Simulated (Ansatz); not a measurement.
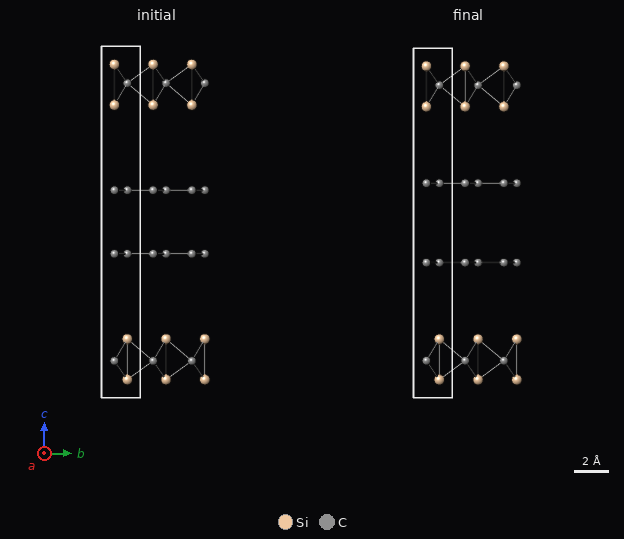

The structure of a crystal of Si2C3 (a generated structure, set up in P-3m1) before (left) and after (right) a relaxation, at one scale.

The picture is a ball-and-stick view of the cell of the calculation, repeated 1 × 3 × 1 with one cell outlined, seen along the a axis.

Level of theory: Ansatz, DFT PBE, scalar-relativistic, plane waves, PAW.

The input:
```yaml
crystal:
  lattice:
    - [2.662180356, 0.0, 0.0]
    - [-1.331090178, 2.3055158178, 0.0]
    - [0.0, 0.0, 20.9089838672]
  atoms:
    - { symbol: Si, position: [0.3333333333, 0.6666666667, 0.0514018211] }
    - { symbol: Si, position: [0.3333333333, 0.6666666667, 0.167309473] }
    - { symbol: Si, position: [0.6666666667, 0.3333333333, 0.9485981789] }
    - { symbol: Si, position: [0.6666666667, 0.3333333333, 0.832690527] }
    - { symbol: C, position: [0.3333333333, 0.6666666667, 0.8953030041] }
    - { symbol: C, position: [0.3333333333, 0.6666666667, 0.4095404296] }
    - { symbol: C, position: [0.3333333333, 0.6666666667, 0.5904860162] }
    - { symbol: C, position: [0.6666666667, 0.3333333333, 0.1046969959] }
    - { symbol: C, position: [0.6666666667, 0.3333333333, 0.4095139838] }
    - { symbol: C, position: [0.6666666667, 0.3333333333, 0.5904595704] }
basis:
  ecutwfc: 420
kpoints:
  mp_grid: { grid: [18, 18, 2] }
hamiltonian:
  xc: pbe
scf:
  occupations: { method: gaussian, width: 0.1 }
output:
  forces: true
  stress: true
  eigenvalues: true
relax:
  adjacent_minimum: "off"
  f_tol: 0.01
  max_steps: 80
  cell: { stress_tol: 0.05 }
```

Launched with:
```bash
ansatz run input.yaml --threads 1 --pin off --max-ram 2560MiB --backend cpu --events-out ev --progress --plain --runs-dir out
```

Q: Summarise the run.

A: The energy falls by 2.1 meV per atom in 8 accepted moves (9 points after the start). The largest force component goes from 0.22 to 0.0014 eV/Å. The pressure goes from −0.04 to −0.01 GPa. At 1 point the geometry stayed and the basis and grid were re-selected for the new cell (energy shift of 0.1 meV per atom at most each time). The largest moves relative to the cell, 0.48 Å, are those of C6, C7, C9 and C10. C10 goes along +c. Si stays in place. Cell: a = b 2.662 → 2.663 Å (0.0 %), c 20.909 → 20.800 Å (−0.5 %). Volume −0.5 %. Some distances before and after: Si2–C8 2.019 → 2.001 Å, Si1–C8 1.898 → 1.910 Å, Si1–Si2 2.424 → 2.414 Å. The space group stays P-3m1 (No. 164). Cost: 5 min on 1 thread of Intel(R) Xeon(R) Processor @ 2.70GHz (shared host), peak memory 0.54 GiB.
